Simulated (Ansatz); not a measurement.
## Single-point calculation, with input and output: Tl11Br12 (charge −1) (part 1 of 2)

The run: single-point calculation of Tl11Br12 (defect cell, 23 atoms in the cell, total charge −1). Method and program: DFT PBE+D3(BJ), scalar-relativistic, plane waves, PAW, no spin polarisation (Ansatz 0.2.0).

The structure derives from an entry of the Crystallography Open Database. It belongs to a series of runs on one base structure; here: half-way along the straight path, unrelaxed. Figures and captions count atoms from 1; the log counts them from 0 in places.

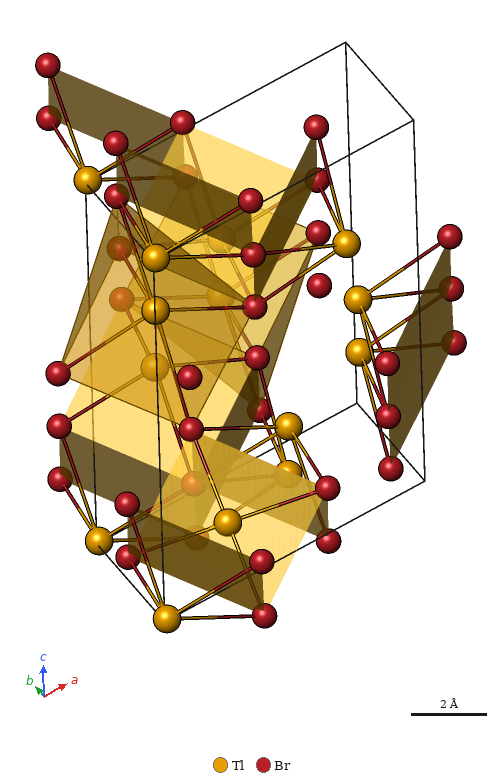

Figure 1. The structure as given in the input (polyhedral view of the cell of the calculation, seen slightly off an axis; polyhedra are completed across the faces of the cell).

**Input file**
```yaml
crystal:
  lattice:
    - [7.9583941871, 3.9791970936, 3.9791970936]
    - [3.9791970936, -3.9791970936, 7.9583941871]
    - [7.9583941871, -3.9791970936, -3.9791970936]
  atoms:
    - { symbol: Tl, position: [0.4955107268, 0.9885757631, 0.4960094222] }
    - { symbol: Tl, position: [0.5738281241, 0.3319406455, 0.2460091905] }
    - { symbol: Tl, position: [0.2916666534, 0.1666665953, 0.1249998756] }
    - { symbol: Tl, position: [0.4193802661, 0.6432650064, 0.7578977661] }
    - { symbol: Tl, position: [0.7350238562, 1.0119778262, 0.7578977661] }
    - { symbol: Tl, position: [0.8483095618, 0.3213554357, 0.4921023583] }
    - { symbol: Tl, position: [0.9309464665, 0.6560815283, 0.2421022339] }
    - { symbol: Tl, position: [0.6523868397, 0.6772517613, 0.0078976417] }
    - { symbol: Tl, position: [1.0095049901, 1.001392803, 0.0039905778] }
    - { symbol: Tl, position: [0.0878229695, 0.3447571674, 0.7539908095] }
    - { symbol: Tl, position: [0.163952879, 0.6900688012, 0.4921023583] }
    - { symbol: Br, position: [0.3769946266, -0.0033106001, 0.8704089027] }
    - { symbol: Br, position: [0.6308758863, -0.0033106001, 0.1249178143] }
    - { symbol: Br, position: [0.7113573951, 0.3332314323, 0.87431568] }
    - { symbol: Br, position: [0.4599711688, 0.3332314323, 0.6210109793] }
    - { symbol: Br, position: [0.5446204232, 0.6632541442, 0.3756022919] }
    - { symbol: Br, position: [0.8719758943, 0.0001018988, 0.375684409] }
    - { symbol: Br, position: [0.9524573818, 0.336643957, 0.1250821483] }
    - { symbol: Br, position: [0.0387129531, 0.6700791678, 0.8743978969] }
    - { symbol: Br, position: [0.7916666986, 0.6666666689, 0.6249998799] }
    - { symbol: Br, position: [0.1233622941, 0.0001018988, 0.628988874] }
    - { symbol: Br, position: [0.2063386649, 0.336643957, 0.3795911925] }
    - { symbol: Br, position: [0.2916666131, 0.6666666431, 0.1249999314] }
total_charge: -1
basis:
  ecutwfc: 420
kpoints:
  mp_grid: { grid: [4, 4, 4] }
hamiltonian:
  xc: pbe
  dispersion: d3bj
scf:
  occupations: { method: gaussian, width: 0.05 }
output:
  forces: true
  stress: true
  eigenvalues: true
  write_density: true
  write_potential: true
  elf: true
  volumetric_format: npy
```

Run on 4 threads of Intel Xeon (Granite Rapids), 64 GiB of memory available, shared host.

Command:
```bash
ansatz run input.yaml --threads 4 --pin off --max-ram 9216MiB --backend cpu --events-out ev --progress --plain --runs-dir out
```

**The program's output**
```
Warning: the atoms were moved onto the symmetric positions of the space group found under crystal.symmetry.tolerance 1.0e-5 (fractional; no operation is sought that the atoms, as they stand in a round, miss by more than twice it, and no atom is moved by as much as it), and the run uses the moved positions. Before a round's move an operation carried an atom to 4.64e-6 Å from where it should land, the largest such distance. Atom 0 (counting from 0) moved farthest, by 2.32e-6 Å; the longest move in fractions of the cell, of whichever atom, is 0.02 of the tolerance, in 1 round. To run the atoms as typed, lower crystal.symmetry.tolerance until the operations that they miss are no longer found, or set crystal.symmetry.detect: false (a key that needs symmetry detection or time reversal refuses this as the deck is read). The positions used, in the order of the run's atom list: position: [0.49551054531666666, 0.9885759645166666, 0.49600930635]; position: [0.5738282336666667, 0.33194058791666664, 0.24600930635]; position: [0.2916666666666667, 0.16666666666666666, 0.125]; position: [0.4193803602166667, 0.6432647692666666, 0.7578977039000001]; position: [0.7350238138666667, 1.0119778619166666, 0.7578977039000001]; position: [0.8483095194666666, 0.32135547141666665, 0.4921022961]; position: [0.9309464800666667, 0.6560815501666667, 0.2421022961]; position: [0.6523868532666666, 0.6772517831666667, 0.007897703900000016]; position: [1.0095050996666668, 1.0013927454166667, 0.003990693650000011]; position: [0.08782278801666667, 0.34475736881666674, 0.75399069365]; position: [0.16395297311666668, 0.6900685640666667, 0.4921022961]; position: [0.37699464751666667, -0.0033106118833333645, 0.8704088551]; position: [0.6308759189166666, -0.0033106118833333645, 0.124917833]; position: [0.7113574170666666, 0.33323143341666667, 0.8743156355000001]; position: [0.4599711040166667, 0.33323143341666667, 0.6210110526500001]; position: [0.5446204017166667, 0.6632541548666666, 0.3756021975]; position: [0.8719759162666667, 0.00010189991666664796, 0.3756843645]; position: [0.9524574144166666, 0.3366439452166667, 0.12508216700000002]; position: [0.038712931616666654, 0.6700791784666666, 0.8743978025000001]; position: [0.7916666666666667, 0.6666666666666666, 0.625]; position: [0.12336222931666668, 0.00010189991666664796, 0.6289889473500001]; position: [0.20633868581666667, 0.3366439452166667, 0.3795911449]; position: [0.2916666666666667, 0.6666666666666667, 0.12500000000000003];
Engine: ansatz 0.2.0, x86_64-unknown-linux-gnu
Pseudopotentials: kind: paw
Pseudopotential: Tl, paw, valence charge 13, recommended cutoff 420 eV (normal), Tl.paw.azcp
Pseudopotential: Br, paw, valence charge 7, recommended cutoff 420 eV (normal), Br.paw.azcp
Functional definition: PBE
  parameter kappa = 0.804
  parameter beta = 0.06672455060314922
  exchange = pbe_x(kappa = kappa, mu = beta*pi^2/3)
  correlation = pbe_c(beta = beta)
Crystal: 23 atoms, lattice volume = 756.080 Å³
Basis set: ecut = 420 eV, 14721 PW (Γ), exchange–correlation on 144×144×144 points (8 copies of the dense FFT grid, shifted against one another)
Bands: 137, of which v1, the nominal top of the filled ones, is band 114 counted from 1 (113 counted from 0)
Symmetry: 2 space group operations
Space group: P-1 (ITA 2), of the structure as read, at distance tolerance 9.1e-5 Å
k-points: 36 of 64
Non-local potential: Tl, projectors of the file, l = 0: 2, l = 1: 2, l = 2: 2, l = 3: 1
Non-local potential: Br, projectors of the file, l = 0: 2, l = 1: 2, l = 2: 2
PAW form: soft (Blöchl's): semilocal exchange-correlation on the pseudo side does not see the compensation charge
PAW one-centre angular grid: Tl, 590 points (default); XC on 64 Gauss nodes
PAW one-centre angular grid: Br, 110 points (default); XC on 64 Gauss nodes
Initial density: superposition of atomic densities (neutral atoms scaled as one to the charged cell's electrons: chi_scale 0, normalization atom), corrected by the library's trained network
Initial wavefunctions: pseudopotential atomic-orbital guess
Functional: x = pbe(κ = 0.804, μ = 0.2195149727645171), c = pbe(β = 0.06672455060314922)
SCF iter   1: F=—  HF=-159302.794712 eV  |F-HF|=—  |Δ(HF+E_count)|=         —  Δρ=6.02e-3  dr2=3.77e-1  ethr=1.77e-3  ⟨swp⟩=6.6  Hψ=19505  notcnv=0  defer=4
preconditioner: auto → Resta (q_TF=auto, 2.234 Å⁻¹)  ε∞=4.3  [insulator: Δε(μ)=1.782 eV  Ē_g=11.170 eV  σ=0.050 eV  W_gap=1.00  n_scr=152 (ndim 8)  ℏωp=20.4 eV  f_vac=0.032  D(μ)=0.00/eV (n_scr^D=0)  ε∞_Penn≈4.3]
SCF iter   2: F=—  HF=-159302.642132 eV  |F-HF|=—  |Δ(HF+E_count)|=   1.53e-1  Δρ=1.98e-3  dr2=6.03e-2  ethr=1.66e-4  ⟨swp⟩=2.0  Hψ=9584  notcnv=0  defer=604
SCF iter   3: F=—  HF=-159302.617844 eV  |F-HF|=—  |Δ(HF+E_count)|=   2.43e-2  Δρ=6.03e-4  dr2=5.85e-3  ethr=2.64e-5  ⟨swp⟩=2.0  Hψ=8000  notcnv=0  defer=604
SCF iter   4: F=—  HF=-159302.616899 eV  |F-HF|=—  |Δ(HF+E_count)|=   9.45e-4  Δρ=1.44e-4  dr2=2.76e-4  ethr=2.57e-6  ⟨swp⟩=2.0  Hψ=8432  notcnv=0  defer=604
SCF iter   5: F=—  HF=-159302.617052 eV  |F-HF|=—  |Δ(HF+E_count)|=   1.53e-4  Δρ=5.17e-5  dr2=3.70e-5  ethr=1.21e-7  ⟨swp⟩=2.8  Hψ=8410  notcnv=0  defer=604
SCF iter   6: F=—  HF=-159302.617349 eV  |F-HF|=—  |Δ(HF+E_count)|=   2.96e-4  Δρ=1.78e-5  dr2=4.77e-6  ethr=1.62e-8  ⟨swp⟩=2.0  Hψ=8842  notcnv=0  defer=604
SCF iter   7: F=—  HF=-159302.617355 eV  |F-HF|=—  |Δ(HF+E_count)|=   6.77e-6  Δρ=5.08e-6  dr2=3.76e-7  ethr=2.09e-9  ⟨swp⟩=2.0  Hψ=6418  notcnv=0  defer=604
SCF iter   8: F=-159302.617356 eV  HF=-159302.617356 eV  |F-HF|=2.28e-8  |Δ(HF+E_count)|=   6.58e-7  Δρ=1.54e-6  dr2=3.14e-8  ethr=4.39e-11  ⟨swp⟩=16.6  Hψ=46343  notcnv=0
WARN: dispersion: an atom stands within reach of a switch of its C6 between two reference coordination numbers of its element: through that C6 alone, e_disp changes by 0.025 eV or more while the distances to its neighbours run over a stretch of 0.05 Å that contains this geometry (sites counted from 0 in the run's list of atoms or, in a supercell that it derives, in that cell's: here a list of 23) — site 0 (Tl): coordination number 2.891 (about 2.46 to 3.33 with every neighbour 0.05 Å farther or nearer), switch near 2.436 between the references 2.942 (weight 0.98) and 1.930 (weight 0.02), e_disp changing by some 0.03 eV; site 9 (Tl): coordination number 2.891 (about 2.46 to 3.33 with every neighbour 0.05 Å farther or nearer), switch near 2.436 between the references 2.942 (weight 0.98) and 1.930 (weight 0.02), e_disp changing by some 0.03 eV; some 0.06 eV in sum. This is how the published method behaves, and the energy and the forces stay consistent. Where you compare this geometry's total energy with another's, compare their components.e_disp too, and, where the geometries are yours to choose, keep both on one side of the switch, which a site's coordination number tells: a relaxation that ends in reach of it can search the other side under relax.adjacent_minimum: search, except where no move that the cell, the constraints and the symmetry allow carries the atom there
SCF 1 converged in 8 iterations: F = -159302.617356 eV  dr2 = 3.14e-8
  greatest PAW one-centre occupation: 0.968 electrons in one spin orbital (limit 2), on the Tl atom at site 2 (counted from 0), in its partial waves of l = 2
SCF converged after 8 iterations
Free energy (F): -159302.617356 eV
Harris-Foulkes:  -159302.617356 eV  (|F-HF|=2.28e-8)
Internal energy: -159302.617356 eV  (E = F + TS)
E sigma→0 (E₀):  -159302.617356 eV
Fermi energy:    5.903233 eV
--- Per-component energies (eV) ---
  E_band       = -577.819087
  E_kinetic    = 5260.169166
  E_local      = -14447.931782  (includes V_loc(G=0)·N_el)
  E_nonlocal   = 4343.416371
  E_hartree    = 5093.408155
  E_xc         = -5726.570816
  E_vxc        = -2820.337917  (∫ρ·V_xc dr)
  E_paw        = -138741.242033  (= ΣΔE_a)
  E_vpaw       = -3099.948817  (= ΣTr[D̂ρ^β])
  E_aug_tail   = 0.000364  (compensation charges beyond the density's cutoff)
  E_ewald      = -15077.890392
  E_disp       = -5.976389  (pairwise vdW)
  E_smearing   = -0.000000  (= −TS)
  E_closure    = 0.000000  (closes the sum)
  E_deformation_potential = -10.958469  (in the stress; not in F)
  Σ components = -159302.617356   (vs F -159302.617356, Δ=0.00e0)
--- Forces (eV/Å), atoms counted from 1 ---
  atom   1  Tl     0.02218288     0.00846350    -0.06510807
  atom   2  Tl     0.03660836    -0.03531239     0.07692265
  atom   3  Tl     0.00000000     0.00000000     0.00000000
  atom   4  Tl    -0.01818493    -0.00019352    -0.07618474
  atom   5  Tl     0.00256385     0.06255182     0.09456532
  atom   6  Tl    -0.00256385    -0.06255182    -0.09456532
  atom   7  Tl     0.02579044    -0.02533695     0.08617168
  atom   8  Tl    -0.02579044     0.02533695    -0.08617168
  atom   9  Tl    -0.03660836     0.03531239    -0.07692265
  atom  10  Tl    -0.02218288    -0.00846350     0.06510807
  atom  11  Tl     0.01818493     0.00019352     0.07618474
  atom  12  Br    -0.74668584     0.73617099     0.01546971
  atom  13  Br     0.75662352     0.75748353    -0.00590076
  atom  14  Br     0.02852649     0.01729496    -0.00474083
  atom  15  Br    -0.01418665     0.02341189    -0.01723704
  atom  16  Br     0.00063389     0.04301014     0.01695024
  atom  17  Br    -0.02852649    -0.01729496     0.00474083
  atom  18  Br    -0.75662352    -0.75748353     0.00590076
  atom  19  Br    -0.00063389    -0.04301014    -0.01695024
  atom  20  Br     0.00000000     0.00000000     0.00000000
  atom  21  Br     0.01418665    -0.02341189     0.01723704
  atom  22  Br     0.74668584    -0.73617099    -0.01546971
  atom  23  Br     0.00000000     0.00000000     0.00000000
  max |Σ_I F_I| component: 0.00e0 eV/Å
--- Stress (GPa, compression-positive) ---
        1.180058       0.000937       0.010789
        0.000937       1.197301      -0.010175
        0.010789      -0.010175      -0.179989
  P = ⅓ Tr σ = 0.7325 GPa (7.325 kbar)
--- Band table (eV; the first three rows and the last of 36) ---
```
